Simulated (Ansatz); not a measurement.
Input file:

```
crystal:
  lattice:
    - [5.6324246428, 0.0, 0.0]
    - [-2.8162123214, 4.8778228256, 0.0]
    - [0.0, 0.0, 26.2782831948]
  atoms:
    - { symbol: Al, position: [0.3333333333, 0.1666666667, 0.3234610091] }
    - { symbol: Al, position: [0.3333333333, 0.6666666667, 0.3234610091] }
    - { symbol: Al, position: [0.8333333333, 0.1666666667, 0.3234610091] }
    - { symbol: Al, position: [0.8333333333, 0.6666666667, 0.3234610091] }
    - { symbol: Al, position: [0.6666666667, 0.3333333333, 0.4109639755] }
    - { symbol: Al, position: [0.6666666667, 0.8333333333, 0.4109639755] }
    - { symbol: Al, position: [0.1666666667, 0.3333333333, 0.4109639755] }
    - { symbol: Al, position: [0.1666666667, 0.8333333333, 0.4109639755] }
    - { symbol: Al, position: [0.0, 0.5, 0.4979598089] }
    - { symbol: Al, position: [0.0, 0.0, 0.4979598089] }
    - { symbol: Al, position: [0.5, 0.5, 0.4979598089] }
    - { symbol: Al, position: [0.5, 0.0, 0.4979598089] }
    - { symbol: Al, position: [0.3333333333, 0.6666666667, 0.5866142705] }
    - { symbol: Al, position: [0.3333333333, 0.1666666667, 0.5866142705] }
    - { symbol: Al, position: [0.8333333333, 0.6666666667, 0.5866142705] }
    - { symbol: Al, position: [0.8333333333, 0.1666666667, 0.5866142705] }
    - { symbol: O, position: [0.3333333333, 0.6666666667, 0.6672892516] }
    - { symbol: H, position: [0.3529349173, 0.832358088, 0.6817498614] }
    - { symbol: H, position: [0.1660761384, 0.5229645481, 0.6817498614] }
basis:
  ecutwfc: 420
kpoints:
  mp_grid: { grid: [6, 6, 1] }
hamiltonian:
  xc: pbe
  dispersion: d3bj
scf:
  occupations: { method: gaussian, width: 0.1 }
output:
  forces: true
  eigenvalues: true
  write_density: true
  write_potential: true
  elf: true
  volumetric_format: npy
relax:
  adjacent_minimum: "off"
  f_tol: 0.03
  max_steps: 70
  constraints: [{ sites: [0, 1, 2, 3, 4, 5, 6, 7] }]
efield:
  axis: 3
  dipole_correction: true
  ramp_width: 0.04
```

Command:

```sh
ansatz run input.yaml --threads 2 --pin off --max-ram 5120MiB --backend cpu --events-out ev --progress --plain --runs-dir out
```

The fields are those of the run's last geometry, not of the input's.

Level of theory: DFT PBE+D3(BJ), scalar-relativistic, plane waves, PAW (Ansatz 0.2.0).

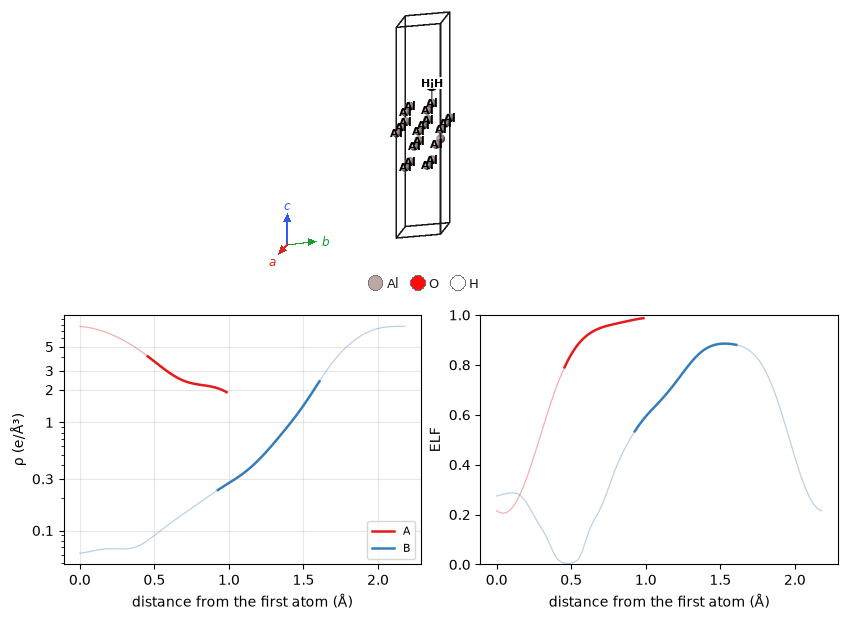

Al₁₆H₂O (slab). Valence electron density and electron localisation function along straight lines between neighbouring atoms. Thin, pale parts lie inside the atomic spheres. The structure is drawn too.

In a PAW calculation such maps are meaningful between the atoms, not at the nuclei.

Which curve belongs to which contact (Al–O and O–H)? The first atom named is at distance zero.

Curve A: O–H (0.98 Å): ρ at the midpoint is about 3.7 e/Å³; the ELF climbs to about 1 towards the hydrogen, as it does in any bond to H (a covalent bond by its length). Curve B: Al–O (2.18 Å): ρ is about 0.33 e/Å³ halfway; the ELF peaks at about 0.90 in the valence shell of O, 0.7 Å from its nucleus, and is about 0.65 at the midpoint.
